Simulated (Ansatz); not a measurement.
## Band-structure calculation, with input and output: CdTe

- system: CdTe (4 atoms in the cell)
- method: DFT PBE, scalar-relativistic, plane waves, PAW, no spin polarisation (Ansatz 0.2.0)

The structure was made by a generator, so it may or may not be a known phase. Figures and captions count atoms from 1; the log counts them from 0 in places.

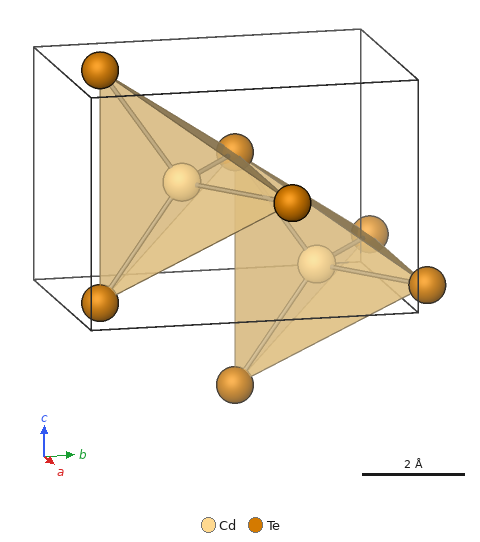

Fig. 1: The input geometry (polyhedral view of the cell of the calculation, seen slightly off an axis; polyhedra are completed across the faces of the cell).

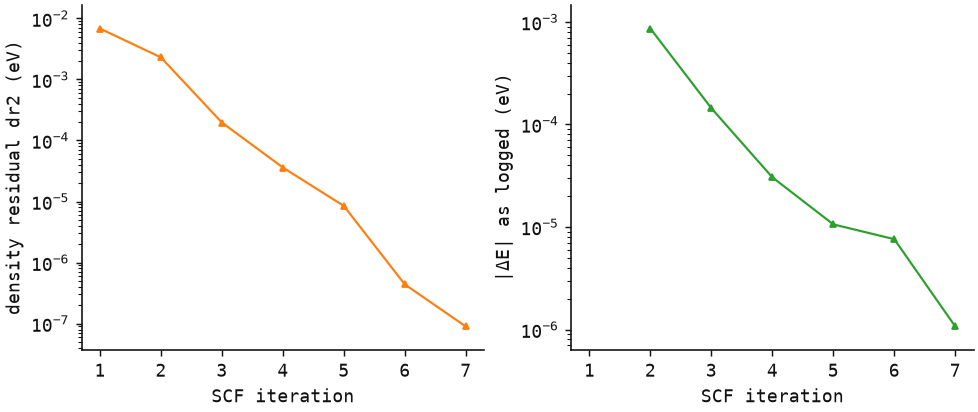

Fig. 2: Convergence of the self-consistent field: density residual dr2 and size of the energy change against the SCF iteration. The residual falls at every step.

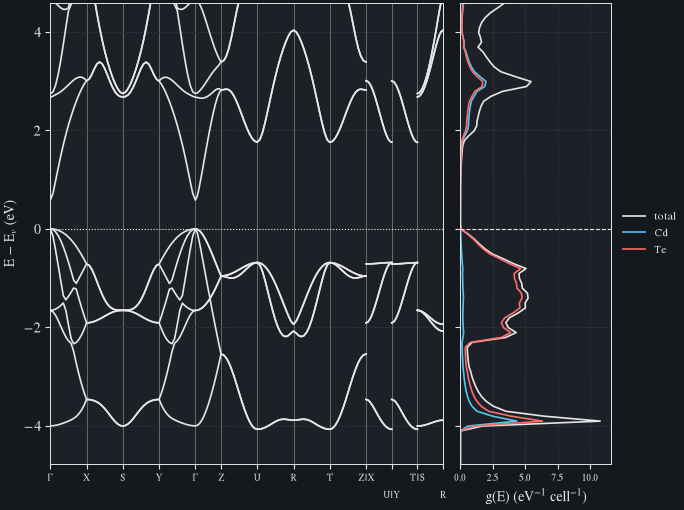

Fig. 3: Band structure along Γ–X–S–Y–Γ–Z–U–R–T–Z|X–U|Y–T|S–R and density of states (projected on Löwdin-orthogonalised atomic shells), with energies from the valence-band top. There is a gap of 0.58 eV on this path, direct, at Γ.

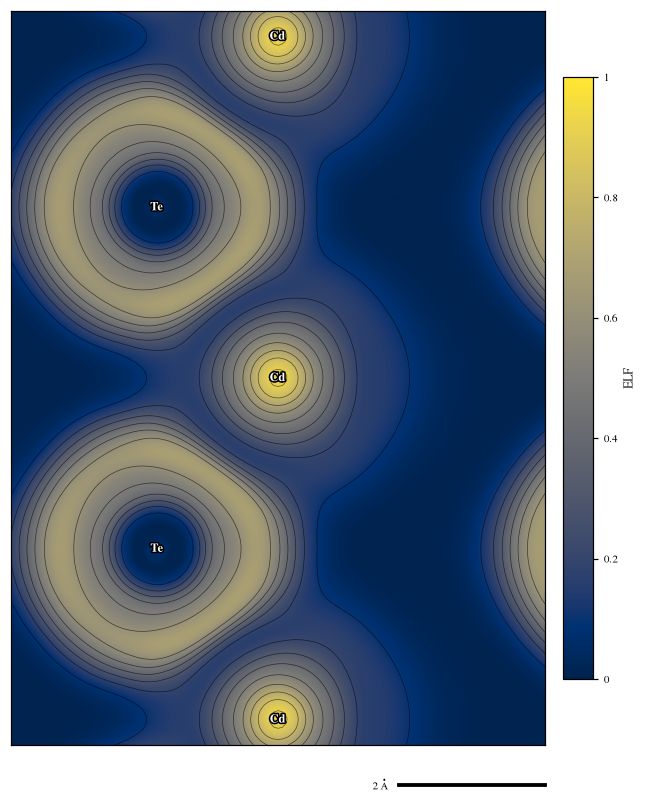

Fig. 4: ELF on the (011) plane of the conventional cell. The plane passes through Cd and Te nuclei. Cd–Te (2.87 Å): the ELF peaks at about 0.70 in the valence shell of Te, 1.2 Å from its nucleus, and drops to about 0.15 between the two atoms. The strong features right at Cd lie inside the PAW spheres (semicore, d or f shells) and say nothing about bonding. The fields are those of the smooth PAW valence density.

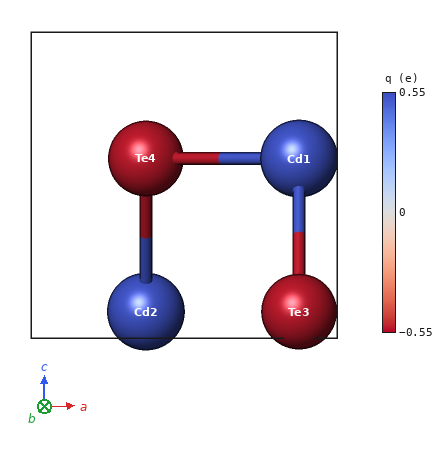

Fig. 5: Bader charges, as the colour of each atom (ball-and-stick view of the cell of the calculation, along the b axis; atoms are numbered from 1 in the order of the input). By element: Cd +0.53 and Te −0.53 e.

The input that produced these results follows, with the program's output.

Input:
```yaml
crystal:
  lattice:
    - [4.65505113, -0.0540420018, 0.5019248557]
    - [-0.0915630346, 6.4321921779, 1.5416391686]
    - [-0.500395484, -1.0912811702, 4.5233814276]
  atoms:
    - { symbol: Cd, position: [0.8749589893, 0.2995741209, 0.5872097278] }
    - { symbol: Cd, position: [0.3750376681, 0.7995813247, 1.0873382966] }
    - { symbol: Te, position: [0.8750524833, 0.0495224723, 0.0871919367] }
    - { symbol: Te, position: [0.3749508593, 0.5495122419, 0.5873551188] }
basis:
  ecutwfc: 420
kpoints:
  mp_grid: { grid: [8, 6, 8] }
  band_path:
    path:
      - [[0.0, 0.0, 0.0], [0.5, -1.19e-06, 1.4e-07], [0.5, -3.25e-06, 0.50000014], [0.0, -2.07e-06, 0.5], [0.0, 0.0, 0.0], [0.0, -0.5, 0.0], [0.5, -0.50000119, 1.4e-07], [0.5, -0.50000325, 0.50000014], [0.0, -0.50000207, 0.5], [0.0, -0.5, 0.0]]
      - [[0.5, -1.19e-06, 1.4e-07], [0.5, -0.50000119, 1.4e-07]]
      - [[0.0, -2.07e-06, 0.5], [0.0, -0.50000207, 0.5]]
      - [[0.5, -3.25e-06, 0.50000014], [0.5, -0.50000325, 0.50000014]]
    npoints: 14
hamiltonian:
  xc: pbe
scf:
  occupations: { method: gaussian, width: 0.02 }
  n_extra_bands: 10
output:
  forces: true
  stress: true
  eigenvalues: true
  populations: true
  dos: { projected: true, de: 0.02, nscf_kmesh: { grid: [12, 9, 12] } }
  bader: true
  write_density: true
  write_potential: true
  elf: true
  volumetric_format: npy
```

Launched with:
```bash
ansatz run input.yaml --threads 1 --pin off --max-ram 2560MiB --backend cpu --events-out ev --progress --plain --runs-dir out
```

Output:
```
Warning: the atoms were moved onto the symmetric positions of the space group found under crystal.symmetry.tolerance 1.0e-5 (fractional; no operation is sought that the atoms, as they stand in a round, miss by more than twice it, and no atom is moved by as much as it), and the run uses the moved positions. Before a round's move an operation carried an atom to 6.95e-5 Å from where it should land, the largest such distance. Atom 2 (counting from 0) moved farthest, by 3.47e-5 Å; the longest move in fractions of the cell, of whichever atom, is 0.53 of the tolerance, in 1 round. To run the atoms as typed, lower crystal.symmetry.tolerance until the operations that they miss are no longer found, or set crystal.symmetry.detect: false (a key that needs symmetry detection or time reversal refuses this as the deck is read). The positions used, in the order of the run's atom list: position: [0.8749606606, 0.29957772280000006, 0.587209485575]; position: [0.3750393394, 0.7995777228, 1.087338054375]; position: [0.875050812, 0.049517357100000006, 0.08719217892500002]; position: [0.374949188, 0.5495173570999999, 0.587355361025]; The lattice was moved too: crystal.lattice misses the space group found at crystal.symmetry.tolerance 1.0e-5 in a digit that the deck types, which is why this is a warning: making the lattice exact moves one of its numbers by a whole unit of that number's last typed decimal, or more. The operation that it misses by the most changes a squared length by the fraction 6.75e-6. The run uses the lattice that is a stretch of the typed one, with no rotation, onto the one that keeps every operation to a double's rounding (on a very oblique basis the stretch itself rounds by more); the deck's lattice vector that moved farthest moved by 1.12e-5 Å. To run the lattice as typed, set crystal.symmetry.tolerance under 6.74e-6, the least fraction by which an operation that the lattice misses changes a squared length (the same key also sets how far an atom may lie from its image, so lowering it can lose operations that the atoms keep only within it), or set crystal.symmetry.detect: false, as for the atoms. crystal.lattice made exact, in Å and degrees: [[4.655051075461745, -0.054038170273202145, 0.5019257740326546], [-0.09155853396763461, 6.432189859231178, 1.5416491100656147], [-0.5003955786720359, -1.0912745191174655, 4.523383021718116]]. Pasted over the deck's crystal.lattice, beside positions in fractional coordinates, it runs the same cell (given as lengths and angles, that cell in the form's own orientation, a rigid turn of the misfit's size from the one run here, for which a checkpoint.post_process_only pass over this run's state can be refused: where this run relaxes nothing, give such a pass this deck's own crystal.lattice, as typed; behind a relaxation, as crystal.lattice, the state's own cell, identity.cell in its checkpoint.json), and a matrix so pasted ends this notice, except on a very skew basis of the lattice, where the rounding of the pasted numbers themselves can read as a misfit: the cell is then moved again, and that move is told again. The lattice as run is in this notice's lattice.as_run_ang field (Run.prep()["deck_notices"] in Python, the deck_notice line of an events file, deck_notices of ansatz run --dry-run=json, or deck_notices in record.json in the deck's checkpoint.write directory).
scf.n_extra_bands = 10 over 36 filled bands (N_el = 72.0): the run solves 46 bands
Engine: ansatz 0.2.0, aarch64-unknown-linux-gnu
Pseudopotentials: kind: paw
Pseudopotential: Cd, paw, valence charge 20, recommended cutoff 420 eV (normal), Cd.paw.azcp
Pseudopotential: Te, paw, valence charge 16, recommended cutoff 420 eV (normal), Te.paw.azcp
Functional definition: PBE
  parameter kappa = 0.804
  parameter beta = 0.06672455060314922
  exchange = pbe_x(kappa = kappa, mu = beta*pi^2/3)
  correlation = pbe_c(beta = beta)
Crystal: 4 atoms, lattice volume = 144.956 Å³
Basis set: ecut = 420 eV, 2839 PW (Γ), exchange–correlation on 64×90×64 points (8 copies of the dense FFT grid, shifted against one another)
Bands: 46, of which v1, the nominal top of the filled ones, is band 36 counted from 1 (35 counted from 0)
Symmetry: 2 space group operations
Space group: P21 (ITA 4), of the structure as read, at distance tolerance 5.3e-5 Å
k-points: 136 of 384 (time reversal used)
Non-local potential: Cd, projectors of the file, l = 0: 3, l = 1: 2, l = 2: 2, l = 3: 1
Non-local potential: Te, projectors of the file, l = 0: 2, l = 1: 2, l = 2: 2, l = 3: 2
PAW form: soft (Blöchl's): semilocal exchange-correlation on the pseudo side does not see the compensation charge
PAW one-centre angular grid: Cd, 590 points (default); XC on 64 Gauss nodes
PAW one-centre angular grid: Te, 590 points (default); XC on 64 Gauss nodes
Initial density: superposition of atomic densities (neutral atoms: chi_scale 0, normalization atom), corrected by the library's trained network
Initial wavefunctions: pseudopotential atomic-orbital guess
Functional: x = pbe(κ = 0.804, μ = 0.2195149727645171), c = pbe(β = 0.06672455060314922)
SCF iter   1: F=—  HF=-30470.679559 eV  |F-HF|=—  |Δ(HF+E_count)|=         —  Δρ=1.37e-3  dr2=6.83e-3  ethr=1.77e-3  ⟨swp⟩=7.8  Hψ=26584  notcnv=0  defer=12
preconditioner: auto → Resta (q_TF=auto, 2.428 Å⁻¹)  ε∞=3.5  [insulator: Δε(μ)=0.558 eV  Ē_g=11.812 eV  σ=0.020 eV  W_gap=1.00  n_scr=36 (ndim 8)  ℏωp=18.5 eV  f_vac=0.207  D(μ)=0.00/eV (n_scr^D=0)  ε∞_Penn≈3.5]
SCF iter   2: F=—  HF=-30470.678697 eV  |F-HF|=—  |Δ(HF+E_count)|=   8.62e-4  Δρ=8.21e-4  dr2=2.30e-3  ethr=9.48e-6  ⟨swp⟩=2.3  Hψ=10732  notcnv=0  defer=472
SCF iter   3: F=—  HF=-30470.678553 eV  |F-HF|=—  |Δ(HF+E_count)|=   1.44e-4  Δρ=4.16e-4  dr2=1.97e-4  ethr=3.20e-6  ⟨swp⟩=2.0  Hψ=9120  notcnv=0  defer=472
SCF iter   4: F=—  HF=-30470.678523 eV  |F-HF|=—  |Δ(HF+E_count)|=   3.05e-5  Δρ=1.21e-4  dr2=3.61e-5  ethr=2.74e-7  ⟨swp⟩=2.0  Hψ=9985  notcnv=0  defer=472
SCF iter   5: F=—  HF=-30470.678512 eV  |F-HF|=—  |Δ(HF+E_count)|=   1.06e-5  Δρ=5.48e-5  dr2=8.47e-6  ethr=5.02e-8  ⟨swp⟩=2.0  Hψ=8260  notcnv=0  defer=472
SCF iter   6: F=—  HF=-30470.678520 eV  |F-HF|=—  |Δ(HF+E_count)|=   7.60e-6  Δρ=1.41e-5  dr2=4.39e-7  ethr=1.18e-8  ⟨swp⟩=2.0  Hψ=8232  notcnv=0  defer=472
SCF iter   7: F=-30470.678521 eV  HF=-30470.678521 eV  |F-HF|=1.39e-8  |Δ(HF+E_count)|=   1.07e-6  Δρ=6.78e-6  dr2=8.97e-8  ethr=1.39e-10  ⟨swp⟩=15.3  Hψ=45794  notcnv=0
SCF 1 converged in 7 iterations: F = -30470.678521 eV  dr2 = 8.97e-8
  greatest PAW one-centre occupation: 1.000 electrons in one spin orbital (limit 2), on the Cd atom at site 1 (counted from 0), in its partial waves of l = 0
NSCF: frozen V_eff on 172 k-points
NSCF: frozen V_eff on 370 k-points
SCF converged after 7 iterations
Free energy (F): -30470.678521 eV
Harris-Foulkes:  -30470.678521 eV  (|F-HF|=1.39e-8)
Internal energy: -30470.678521 eV  (E = F + TS)
E sigma→0 (E₀):  -30470.678521 eV
Fermi energy:    6.893733 eV
--- Per-component energies (eV) ---
  E_band       = -1630.361649
  E_kinetic    = 1369.098281
  E_local      = -11111.582173  (includes V_loc(G=0)·N_el)
  E_nonlocal   = -553.495202
  E_hartree    = 5578.680882
  E_xc         = -600.918792
  E_vxc        = -649.973085  (∫ρ·V_xc dr)
  E_paw        = -17492.072249  (= ΣΔE_a)
  E_vpaw       = -1841.779125  (= ΣTr[D̂ρ^β])
  E_aug_tail   = -0.000318  (compensation charges beyond the density's cutoff)
  E_ewald      = -7660.388949
  E_smearing   = -0.000000  (= −TS)
  E_closure    = 0.000000  (closes the sum)
  Σ components = -30470.678521   (vs F -30470.678521, Δ=0.00e0)
--- Forces (eV/Å), atoms counted from 1 ---
  atom   1  Cd    -0.00024776     0.00090164    -0.00026668
  atom   2  Cd     0.00022512     0.00068915     0.00064795
  atom   3  Te    -0.00076667    -0.00103369     0.00075744
  atom   4  Te     0.00078931    -0.00055708    -0.00113871
  max |Σ_I F_I| component: 2.33e-8 eV/Å
--- Stress (GPa, compression-positive) ---
       -0.016770       0.000311      -0.002461
        0.000311       0.003029      -0.000718
       -0.002461      -0.000718       0.005704
  P = ⅓ Tr σ = -0.0027 GPa (-0.027 kbar)
--- Band table (eV; the first three rows and the last of 136) ---
  k-point 0: bands = ["-95.3768", "-95.3768", "-56.4391", "-56.4391", "-56.4389", "-56.4389", "-56.4389", "-56.4389", "-29.2906", "-29.2903", "-29.2902", "-29.2902", "-29.2898", "-29.2898", "-29.2844", "-29.2843", "-29.2843", "-29.2840", "-4.2331", "-3.7886", "-1.4808", "-1.4807", "-1.4805", "-1.3459", "-1.3456", "-1.3438", "-1.2635", "-1.2634", "-1.2379", "-0.8412", "2.5972", "4.9406", "4.9443", "6.5985", "6.6005", "6.6018", "7.1855", "9.2759", "9.3486", "11.2519", "11.2540", "11.2564", "13.9717", "15.0983", "15.4197", "15.4202"]
  k-point 1: bands = ["-95.3768", "-95.3768", "-56.4391", "-56.4391", "-56.4389", "-56.4389", "-56.4389", "-56.4389", "-29.2905", "-29.2902", "-29.2902", "-29.2902", "-29.2898", "-29.2898", "-29.2844", "-29.2843", "-29.2843", "-29.2840", "-4.1989", "-3.7895", "-1.4756", "-1.4716", "-1.4542", "-1.3650", "-1.3508", "-1.3242", "-1.2652", "-1.2627", "-1.2419", "-0.8240", "2.6267", "4.6877", "5.0155", "5.7144", "6.4189", "6.5596", "7.9536", "9.3650", "9.8741", "11.1160", "11.3299", "11.5153", "14.4539", "14.5059", "14.8578", "15.1722"]
  k-point 2: bands = ["-95.3768", "-95.3768", "-56.4391", "-56.4391", "-56.4389", "-56.4389", "-56.4389", "-56.4389", "-29.2904", "-29.2902", "-29.2902", "-29.2901", "-29.2899", "-29.2899", "-29.2843", "-29.2843", "-29.2843", "-29.2841", "-4.1089", "-3.7982", "-1.4612", "-1.4503", "-1.3846", "-1.3699", "-1.3660", "-1.2999", "-1.2690", "-1.2585", "-1.2517", "-0.8072", "2.6943", "4.3248", "4.6513", "5.2271", "5.9245", "6.4323", "8.7075", "9.5215", "11.0373", "11.0904", "11.5561", "12.0062", "13.8296", "13.9278", "14.1835", "14.5366"]
  k-point 135: bands = ["-95.3768", "-95.3768", "-56.4391", "-56.4391", "-56.4389", "-56.4389", "-56.4389", "-56.4389", "-29.2903", "-29.2903", "-29.2902", "-29.2902", "-29.2898", "-29.2898", "-29.2843", "-29.2843", "-29.2841", "-29.2841", "-3.7902", "-3.7902", "-1.3792", "-1.3792", "-1.3721", "-1.3721", "-1.2870", "-1.2870", "-1.2619", "-1.2619", "-0.7787", "-0.7787", "2.7119", "2.7119", "4.5227", "4.5227", "4.6610", "4.6610", "10.6368", "10.6368", "11.3060", "11.3060", "12.0945", "12.0945", "12.9464", "12.9464", "15.8816", "15.8816"]
--- Löwdin populations: 4 sites ---
  site symbol       q [e]
     0     Cd     18.8779
     1     Cd     18.8779
     2     Te     16.9132
     3     Te     16.9132
  spilling = 0.005802 (of n_electrons = 72.000000)
--- Bader charges: 4 sites ---
  site symbol  charge [e]  shift [e]
     0     Cd      0.5261     0.0005
     1     Cd      0.5261     0.0005
     2     Te     -0.5261     0.0005
     3     Te     -0.5262     0.0005
  estimated error of the sums over rays = 2.0e-4 e
```

File populations.tsv:
```
# site	symbol	l	j	q
# orbitals = lowdin
# n_electrons = 72.000000
# spilling = 0.005802
0	Cd	0_4S	-	1.996743
0	Cd	0_5S	-	0.896183
0	Cd	1_4P	-	5.999326
0	Cd	2_4D	-	9.985640
1	Cd	0_4S	-	1.996743
1	Cd	0_5S	-	0.896183
1	Cd	1_4P	-	5.999326
1	Cd	2_4D	-	9.985640
2	Te	0_5S	-	1.909137
2	Te	1_5P	-	5.004703
2	Te	2_4D	-	9.999408
3	Te	0_5S	-	1.909137
3	Te	1_5P	-	5.004703
3	Te	2_4D	-	9.999408
```

Summary:

```json
{"quantity": "outcome", "value": "converged"}
{"quantity": "space group (tolerance 0.01 Å)", "value": "F-43m (216)"}
{"quantity": "electrons treated", "value": "72"}
{"quantity": "free energy", "value": "−30470.6785 eV"}
{"quantity": "Fermi energy", "value": "6.894 eV"}
{"quantity": "gap on the k-point mesh", "value": "0.58 eV"}
{"quantity": "gap on the band path", "value": "0.58 eV"}
{"quantity": "pressure", "value": "0.00 GPa"}
{"quantity": "largest force (length of the vector)", "value": "0.001 eV/Å"}
{"quantity": "hardware", "value": "1 thread of Arm Neoverse V2, 24 GiB of memory available, shared host"}
{"quantity": "wall time", "value": "5.2 min"}
{"quantity": "peak memory", "value": "1.5 GiB"}
```

The program warns: the structure was made exactly symmetric. Spin-orbit coupling is left out, which matters for Te.
